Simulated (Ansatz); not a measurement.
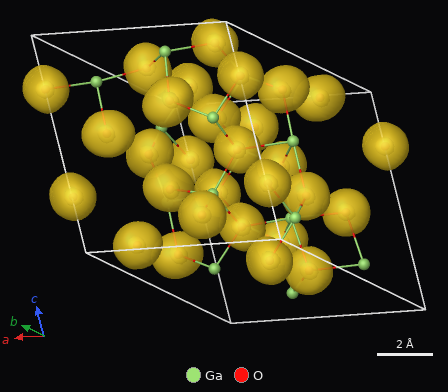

The picture shows: Ga₅O₈ (cell with a defect). Isosurface of the ELF at 0.65 (yellow), seen at an oblique angle. Only the valence region is drawn (cores and ρ < 0.01 e/Å³ removed). Sticks mark near contacts.

Spin-polarised.

These are results of DFT PBE, scalar-relativistic, plane waves, PAW in Ansatz, not measurements.

In a PAW calculation such maps are meaningful between the atoms, not at the nuclei.

The calculation's input:

```
crystal:
  lattice:
    - [-4.8290928629, -1.5416333702, -5.7151521777]
    - [-6.2270640114, 4.6249001107, -0.0062293263]
    - [1.3979711485, 6.166533481, -5.7089228515]
  atoms:
    - { symbol: Ga, position: [0.9009655799, 0.4160407055, 0.4132108658] }
    - { symbol: Ga, position: [0.1509655799, 0.1660407055, 0.1632108658] }
    - { symbol: Ga, position: [0.4009655799, 0.9160407055, 0.9132108658] }
    - { symbol: Ga, position: [0.5990344201, 0.0839592945, 0.0867891342] }
    - { symbol: Ga, position: [0.8490344201, 0.8339592945, 0.8367891342] }
    - { symbol: Ga, position: [0.0990344201, 0.5839592945, 0.5867891342] }
    - { symbol: Ga, position: [0.3490344201, 0.3339592945, 0.3367891342] }
    - { symbol: Ga, position: [0.4648084014, 0.715043681, 0.3299193396] }
    - { symbol: Ga, position: [0.7148084014, 0.465043681, 0.0799193396] }
    - { symbol: Ga, position: [0.9648084014, 0.215043681, 0.8299193396] }
    - { symbol: Ga, position: [0.2148084014, 0.965043681, 0.5799193396] }
    - { symbol: Ga, position: [0.7851915986, 0.034956319, 0.4200806604] }
    - { symbol: Ga, position: [0.0351915986, 0.784956319, 0.1700806604] }
    - { symbol: Ga, position: [0.2851915986, 0.534956319, 0.9200806604] }
    - { symbol: Ga, position: [0.5351915986, 0.284956319, 0.6700806604] }
    - { symbol: O, position: [0.4955088135, 0.4896848043, 0.7632743332], spin: 0.167 }
    - { symbol: O, position: [0.7503632193, 0.2416869295, 0.5063256077] }
    - { symbol: O, position: [0.0003632193, 0.9916869295, 0.2563256077] }
    - { symbol: O, position: [0.2503632193, 0.7416869295, 0.0063256077] }
    - { symbol: O, position: [0.7496367807, 0.2583130705, 0.9936743923] }
    - { symbol: O, position: [0.9996367807, 0.0083130705, 0.7436743923] }
    - { symbol: O, position: [0.2496367807, 0.7583130705, 0.4936743923] }
    - { symbol: O, position: [0.4996367807, 0.5083130705, 0.2436743923] }
    - { symbol: O, position: [0.412440262, 0.9349517816, 0.1518962293] }
    - { symbol: O, position: [0.6583156847, 0.6853224621, 0.9030233056], spin: 0.167 }
    - { symbol: O, position: [0.9153885824, 0.4292926241, 0.6566549071], spin: 0.167 }
    - { symbol: O, position: [0.162440262, 0.1849517816, 0.4018962293] }
    - { symbol: O, position: [0.8429006782, 0.8185003816, 0.5896534613], spin: 0.167 }
    - { symbol: O, position: [0.087559738, 0.5650482184, 0.3481037707] }
    - { symbol: O, position: [0.337559738, 0.3150482184, 0.0981037707] }
    - { symbol: O, position: [0.587559738, 0.0650482184, 0.8481037707] }
    - { symbol: O, position: [0.0727681926, 0.6002147925, 0.8180309538] }
    - { symbol: O, position: [0.3227681926, 0.3502147925, 0.5680309538] }
    - { symbol: O, position: [0.5727681926, 0.1002147925, 0.3180309538] }
    - { symbol: O, position: [0.8227681926, 0.8502147925, 0.0680309538] }
    - { symbol: O, position: [0.1772318074, 0.1497852075, 0.9319690462] }
    - { symbol: O, position: [0.4258661868, 0.8998493518, 0.6790911601], spin: 0.167 }
    - { symbol: O, position: [0.68294213, 0.6466718017, 0.4341677427], spin: 0.167 }
    - { symbol: O, position: [0.9272318074, 0.3997852075, 0.1819690462] }
  host:
    lattice:
      - [6.2270640114, -1.5416333702, 0.0062293263]
      - [6.2270640114, 1.5416333702, 0.0062293263]
      - [-1.3979711485, 0.0, 5.7089228515]
    atoms:
      - { symbol: Ga, position: [0.3414968573, 0.3414968573, 0.6858235543] }
      - { symbol: Ga, position: [0.6585031427, 0.6585031427, 0.3141764457] }
      - { symbol: Ga, position: [0.9100739588, 0.9100739588, 0.205272259] }
      - { symbol: Ga, position: [0.0899260412, 0.0899260412, 0.794727741] }
      - { symbol: O, position: [0.5039749256, 0.5039749256, 0.743311173] }
      - { symbol: O, position: [0.4960250744, 0.4960250744, 0.256688827] }
      - { symbol: O, position: [0.8263039782, 0.8263039782, 0.4356635088] }
      - { symbol: O, position: [0.1736960218, 0.1736960218, 0.5643364912] }
      - { symbol: O, position: [0.1635085074, 0.1635085074, 0.1092008536] }
      - { symbol: O, position: [0.8364914926, 0.8364914926, 0.8907991464] }
basis:
  ecutwfc: 420
  xc_grid: 2
kpoints:
  mp_grid: { grid: [2, 2, 2], shift: [0.5, 0.5, 0.5] }
hamiltonian:
  xc: pbe
scf:
  occupations: { method: gaussian, width: 0.02 }
  lower_state_search: "off"
output:
  forces: true
  stress: false
  eigenvalues: true
  populations: true
  charged_corrections:
    defect_position: [0.65096558, 0.66604071, 0.66321087]
    epsilon:
      - [11.4967, 0.0, -0.5625]
      - [0.0, 11.6406, 0.0]
      - [-0.5625, 0.0, 13.7955]
  write_density: true
  write_potential: true
  elf: true
  volumetric_format: npy
magnetization:
  spin_polarized: true
relax:
  adjacent_minimum: "off"
  f_tol: 0.03
  max_steps: 40
```

Command:

```sh
ansatz run input.yaml --threads 8 --pin off --max-ram 16384MiB --backend cpu --events-out ev --progress --plain --runs-dir out
```

The fields are those of the run's last geometry, not of the input's.

> Describe the localisation domains.

The ELF exceeds this value in 24 regions wrapped around O (the valence shell of each), counted in one cell of 39 atoms. Regions shared between cells count once.

Values along the shortest contacts:
Ga–O (1.85 Å): the ELF peaks at about 0.80 in the valence shell of O, 0.6 Å from its nucleus, and is about 0.40 at the midpoint. Ga–O (1.93 Å): the ELF peaks at about 0.85 in the valence shell of O, 0.6 Å from its nucleus, and is about 0.35 at the midpoint.
